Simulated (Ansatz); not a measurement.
Run report: SrO, geometry relaxation (part 2 of 2)

Continued. System: SrO (Fm-3m, 2 atoms in the cell). Method: DFT PBEsol, scalar-relativistic, plane waves, PAW, no spin polarisation (Ansatz 0.2.0); cutoff 420 eV, 8×8×8 k-mesh, fixed occupations. The structure derives from an entry of the Crystallography Open Database.

Geometry of the input (Å; fractional positions):
```
0.0000  2.5614  2.5614
2.5614  0.0000  2.5614
2.5614  2.5614  0.0000
Sr 0.5000  0.5000  0.5000
O  0.0000  0.0000  0.0000
```

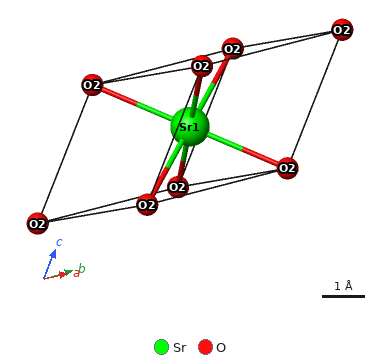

**Figure 1.** The geometry at step 1 of the log (ball-and-stick view of the cell of the calculation, seen at an oblique angle; atoms are numbered from 1 in the order of the input).

## What the program printed, continued
```
SCF iter   1: F=—  HF=-4056.115588 eV  |F-HF|=—  |Δ(HF+E_count)|=         —  Δρ=1.73e-5  dr2=5.84e-8  ethr=2.74e-10  ⟨swp⟩=3.1  Hψ=2270  notcnv=0
preconditioner: auto → none  [insulator: Δε(μ)=3.196 eV  Ē_g=16.133 eV  n_scr=8 (ndim 8)  ℏωp=24.0 eV  f_vac=0.000  ε∞_Penn≈3.2]
SCF iter   2: F=—  HF=-4056.115591 eV  |F-HF|=—  |Δ(HF+E_count)|=   2.90e-6  Δρ=8.71e-6  dr2=1.73e-8  ethr=2.74e-10  ⟨swp⟩=2.7  Hψ=580  notcnv=0
SCF iter   3: F=—  HF=-4056.115591 eV  |F-HF|=—  |Δ(HF+E_count)|=   2.40e-8  Δρ=1.17e-5  dr2=4.01e-8  ethr=1.08e-10  ⟨swp⟩=2.0  Hψ=551  notcnv=0
SCF iter   4: F=-4056.115591 eV  HF=-4056.115591 eV  |F-HF|=1.00e-11  |Δ(HF+E_count)|=   8.57e-9  Δρ=7.10e-7  dr2=1.94e-10  ethr=1.29e-11  ⟨swp⟩=8.1  Hψ=2615  notcnv=0
SCF 2 converged in 4 iterations: F = -4056.115591 eV  dr2 = 1.94e-10
relax step   2: F+E_penalty+E_count = -4056.11559136 eV  Δ(F+E_penalty+E_count) = -4.925e-5 eV  max|allowed force component| = 6.459e-30 eV/Å  Δτ_max = 0.0000 Å  P = +0.028 GPa  Ω = 33.592 Å³  energy of the carried Pulay correction = +4.914e-5 eV  (4 SCF iters, dr2 threshold 2.07e-9 eV, accepted)
Crystal: 2 atoms, lattice volume = 33.601 Å³
iter 1 solved again at ethr=2.20e-10 eV; its pass at ethr=3.10e-3 eV (dr2=3.52e-8 eV) is discarded
SCF iter   1: F=—  HF=-4056.115565 eV  |F-HF|=—  |Δ(HF+E_count)|=         —  Δρ=1.08e-5  dr2=2.39e-8  ethr=2.20e-10  ⟨swp⟩=3.7  Hψ=2249  notcnv=0
preconditioner: auto → none  [insulator: Δε(μ)=3.196 eV  Ē_g=16.132 eV  n_scr=8 (ndim 8)  ℏωp=24.0 eV  f_vac=0.000  ε∞_Penn≈3.2]
SCF iter   2: F=—  HF=-4056.115568 eV  |F-HF|=—  |Δ(HF+E_count)|=   2.88e-6  Δρ=5.00e-6  dr2=6.98e-9  ethr=1.50e-10  ⟨swp⟩=2.5  Hψ=554  notcnv=0
SCF iter   3: F=—  HF=-4056.115568 eV  |F-HF|=—  |Δ(HF+E_count)|=   2.39e-9  Δρ=4.63e-6  dr2=5.89e-9  ethr=4.36e-11  ⟨swp⟩=2.0  Hψ=438  notcnv=0
SCF iter   4: F=-4056.115568 eV  HF=-4056.115568 eV  |F-HF|=4.27e-11  |Δ(HF+E_count)|=  1.91e-10  Δρ=5.91e-7  dr2=6.80e-11  ethr=1.23e-11  ⟨swp⟩=6.8  Hψ=2345  notcnv=0
SCF 3 converged in 4 iterations: F = -4056.115568 eV  dr2 = 6.80e-11
relax step   3: F+E_penalty+E_count = -4056.11556794 eV  Δ(F+E_penalty+E_count) = +2.343e-5 eV  max|allowed force component| = 1.026e-29 eV/Å  Δτ_max = 0.0000 Å  P = -0.000 GPa  Ω = 33.601 Å³  energy of the carried Pulay correction = +2.487e-5 eV  (4 SCF iters, dr2 threshold 1.97e-9 eV, accepted)
Initial wavefunctions: pseudopotential atomic-orbital guess (no wavefunctions were taken with the density)
iter 1 solved again at ethr=1.94e-6 eV; its pass at ethr=3.10e-3 eV (dr2=3.11e-4 eV) is discarded
SCF iter   1: F=—  HF=-4056.115561 eV  |F-HF|=—  |Δ(HF+E_count)|=         —  Δρ=2.40e-6  dr2=1.54e-9  ethr=1.94e-6  ⟨swp⟩=3.1  Hψ=3126  notcnv=0  defer=56
eigensolver tolerance schedule: the retry pair's looser diagonalisation over-reported the residual by 201633.84 of it (diagonalisation noise at an unbounded share of the residual, at the tolerance the schedule requests for it); recorded, not acted on — ethr = c·dr2/N_el stays at c = 1.0e-1
SCF iter   2: F=—  HF=-4056.115568 eV  |F-HF|=—  |Δ(HF+E_count)|=   6.86e-6  Δρ=2.85e-6  dr2=2.87e-9  ethr=9.64e-12  ⟨swp⟩=4.2  Hψ=996  notcnv=0  defer=55
SCF iter   3: F=—  HF=-4056.115568 eV  |F-HF|=—  |Δ(HF+E_count)|=  6.68e-10  Δρ=1.11e-6  dr2=3.32e-10  ethr=9.64e-12  ⟨swp⟩=2.0  Hψ=434  notcnv=0  defer=55
SCF iter   4: F=—  HF=-4056.115568 eV  |F-HF|=—  |Δ(HF+E_count)|=  6.37e-11  Δρ=8.53e-7  dr2=2.25e-10  ethr=2.07e-12  ⟨swp⟩=1.0  Hψ=348  notcnv=0  defer=55
SCF iter   5: F=—  HF=-4056.115568 eV  |F-HF|=—  |Δ(HF+E_count)|=  7.28e-11  Δρ=2.09e-7  dr2=1.27e-11  ethr=1.41e-12  ⟨swp⟩=2.0  Hψ=569  notcnv=0  defer=55
SCF iter   6: F=—  HF=-4056.115568 eV  |F-HF|=—  |Δ(HF+E_count)|=  9.09e-13  Δρ=1.72e-7  dr2=8.71e-12  ethr=7.94e-14 (applied; sched 1.00e-12)  ⟨swp⟩=1.2  Hψ=355  notcnv=0  defer=55
SCF iter   7: F=—  HF=-4056.115568 eV  |F-HF|=—  |Δ(HF+E_count)|=  3.18e-12  Δρ=8.23e-8  dr2=1.96e-12  ethr=5.44e-14 (applied; sched 1.00e-12)  ⟨swp⟩=1.9  Hψ=478  notcnv=0  defer=55
SCF iter   8: F=-4056.115568 eV  HF=-4056.115568 eV  |F-HF|=1.36e-12  |Δ(HF+E_count)|=    0.00e0  Δρ=4.36e-8  dr2=5.35e-13  ethr=1.00e-12  ⟨swp⟩=8.8  Hψ=2009  notcnv=0
SCF 4 converged in 8 iterations: F = -4056.115568 eV  dr2 = 5.35e-13
relax step   4: F+E_penalty+E_count = -4056.11556794 eV  Δ(F+E_penalty+E_count) = -1.182e-11 eV  max|allowed force component| = 3.011e-29 eV/Å  Δτ_max = 0.0000 Å  P = -0.001 GPa  Ω = 33.601 Å³  stress off target by 1.33e-3 GPa  SCF on the basis re-selected at this cell (its energy is not comparable with the rows above)  (8 SCF iters)
basis re-selected at this cell: Δ(F+E_penalty+E_count) = -1.182e-11 eV, ΔP = -0.001 GPa vs the last step (what re-selecting the basis moved, of the pressure what is left beyond the Pulay correction that the steps carried, after the strain that the cell walked since its last selection, with what the two solves' SCF thresholds leave and, on support functions, any second-order correction that the steps lacked; it is no measure of the basis error at this ecutwfc). This SCF's stress stands 1.33e-3 GPa from its target on what of the cell is left free (relax.cell.stress_tol is 1.00e-2 GPa) and its largest allowed force component is 3.01e-29 eV/Å (relax.f_tol is 1.00e-3 eV/Å): within both
SCF converged after 8 iterations
Free energy (F): -4056.115568 eV
Harris-Foulkes:  -4056.115568 eV  (|F-HF|=1.36e-12)
Internal energy: -4056.115568 eV  (E = F + TS)
E sigma→0 (E₀):  -4056.115568 eV
Fermi energy:    7.888019 eV
--- Per-component energies (eV) ---
  E_band       = -57.292625
  E_kinetic    = 422.319024
  E_local      = -857.575802  (includes V_loc(G=0)·N_el)
  E_nonlocal   = 251.845155
  E_hartree    = 230.349998
  E_xc         = -246.568729
  E_vxc        = -257.732646  (∫ρ·V_xc dr)
  E_paw        = -2796.430851  (= ΣΔE_a)
  E_vpaw       = -76.850762  (= ΣTr[D̂ρ^β])
  E_aug_tail   = 0.002404  (compensation charges beyond the density's cutoff)
  E_ewald      = -1060.226402
  E_core_change = 0.169635  (= ΣΔE_core)
  E_smearing   = -0.000000  (= −TS)
  E_closure    = 0.000000  (closes the sum)
  Σ components = -4056.115568   (vs F -4056.115568, Δ=0.00e0)
--- Forces (eV/Å), atoms counted from 1 ---
  atom   1  Sr     0.00000000    -0.00000000     0.00000000
  atom   2  O     -0.00000000     0.00000000    -0.00000000
  max |Σ_I F_I| component: 5.46e-29 eV/Å
--- Stress (GPa, compression-positive) ---
       -0.001328      -0.000000      -0.000000
       -0.000000      -0.001328      -0.000000
       -0.000000      -0.000000      -0.001328
  P = ⅓ Tr σ = -0.0013 GPa (-0.013 kbar)
--- Band table (eV; the first three rows and the last of 29) ---
  k-point 0: bands = ["-24.2373", "-7.0965", "-5.8779", "-5.8779", "-5.8779", "7.8880", "7.8880", "7.8880", "11.8196", "14.1242", "14.1242", "14.1242"]
  k-point 1: bands = ["-24.2158", "-7.4543", "-5.8907", "-5.8907", "-5.5733", "7.4215", "7.6891", "7.6891", "12.5329", "13.9477", "14.4340", "14.4340"]
  k-point 2: bands = ["-24.1633", "-8.0335", "-5.9213", "-5.9213", "-5.1229", "6.5789", "7.2597", "7.2597", "13.8625", "14.0841", "15.2796", "15.2796"]
  k-point 28: bands = ["-24.0425", "-7.7656", "-6.5997", "-6.5997", "-5.3146", "6.7455", "7.4781", "7.4781", "13.8816", "13.8816", "16.6260", "19.2140"]
--- Relaxed structure (3 steps of the walk, 3 accepted, 1 SCFs on fresh bases) ---
  F+E_penalty+E_count = -4056.11556794 eV   max|allowed force component| = 3.011e-29 eV/Å   (the final SCF, on the basis selected at the relaxed cell)
  cell:  # Å, volume = 33.6014 Å³
    - [-7.5355192983497936e-34, 2.561194683030014, 2.561194683030014]
    - [2.561194683030014, 5.587524113327597e-34, 2.561194683030014]
    - [2.561194683030014, 2.561194683030014, 1.945256735313928e-33]
  atoms:
    - { symbol: Sr, position: [0.49999999999999994, 0.49999999999999994, 0.49999999999999994] }
    - { symbol: O, position: [1.3314742716248846e-35, -2.3104994713446015e-35, -3.5244907190523875e-36] }
```

## Trajectory as extended XYZ (Å, eV, eV/Å), 4 frames, from step=1 to step=4
```
2
Lattice="0.0000 2.5614 2.5614 2.5614 0.0000 2.5614 2.5614 2.5614 0.0000" Properties=species:S:1:pos:R:3:forces:R:3 step=1 energy=-4056.11554 pressure_GPa=-0.03
Sr    2.5614    2.5614    2.5614    0.0000   0.0000   0.0000
O     0.0000    0.0000    0.0000    0.0000   0.0000   0.0000
2
Lattice="0.0000 2.5609 2.5609 2.5609 0.0000 2.5609 2.5609 2.5609 0.0000" Properties=species:S:1:pos:R:3:forces:R:3 step=2 energy=-4056.11559 pressure_GPa=0.03
Sr    2.5609    2.5609    2.5609    0.0000   0.0000   0.0000
O     0.0000    0.0000    0.0000    0.0000   0.0000   0.0000
2
Lattice="0.0000 2.5612 2.5612 2.5612 0.0000 2.5612 2.5612 2.5612 0.0000" Properties=species:S:1:pos:R:3:forces:R:3 step=3 energy=-4056.11557 pressure_GPa=-0.00
Sr    2.5612    2.5612    2.5612    0.0000   0.0000   0.0000
O     0.0000    0.0000    0.0000    0.0000   0.0000   0.0000
2
Lattice="0.0000 2.5612 2.5612 2.5612 0.0000 2.5612 2.5612 2.5612 0.0000" Properties=species:S:1:pos:R:3:forces:R:3 step=4 energy=-4056.11557 pressure_GPa=-0.00
Sr    2.5612    2.5612    2.5612    0.0000   0.0000   0.0000
O     0.0000    0.0000    0.0000    0.0000   0.0000   0.0000
```

## Summary

- outcome: converged
- space group (tolerance 0.01 Å): Fm-3m (225)
- electrons treated: 16
- free energy: −4056.1156 eV
- Fermi energy: 7.888 eV
- gap on the k-point mesh: 3.20 eV
- pressure: 0.00 GPa
- final volume: 33.60 Å³
- largest force (length of the vector) at the end: under 0.001 eV/Å
- final cell: a = 3.622 Å, b = 3.622 Å, c = 3.622 Å, α = 60.00°, β = 60.00°, γ = 60.00°
- hardware: 1 thread of an Arm (aarch64) CPU, shared host
- wall time: 3.6 s
- peak memory: 0.28 GiB
